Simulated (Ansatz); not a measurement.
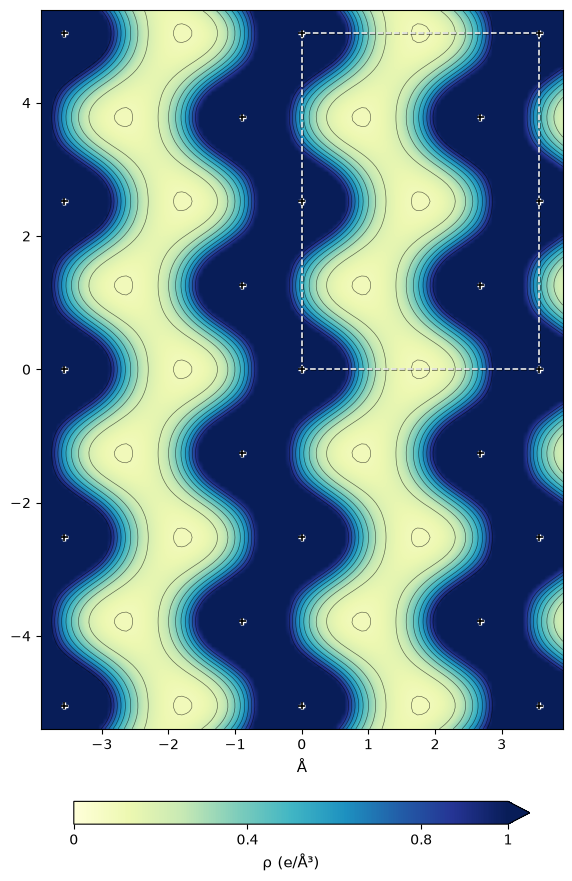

The valence electron density on a plane through atoms (crosses mark nuclei in the plane).

Theory: DFT LDA, scalar-relativistic, plane waves, PAW in Ansatz.

Candidates:
A. C, a = 3.57 Å, b = 3.57 Å, c = 3.57 Å, α = 90.00°, β = 90.00°, γ = 90.00°. Space group Fd-3m; computed pressure about −13 GPa in this cell.
B. GaP, a = 3.73 Å, b = 3.73 Å, c = 19.29 Å, α = 90.00°, β = 90.00°, γ = 120.00°. Space group R-3m; a structure from a database of computed crystals, not necessarily the ambient phase; changed on purpose from its base cell (strain -0.040 along x and y, +0.000 along z, atoms carried along); not relaxed (largest force 0.4 eV/Å).

Q: Which system is this?

A: Candidate A: C on the (110) plane of the conventional cell, which holds C. C–C (1.54 Å): the density is about 1.6 e/Å³ at the midpoint.
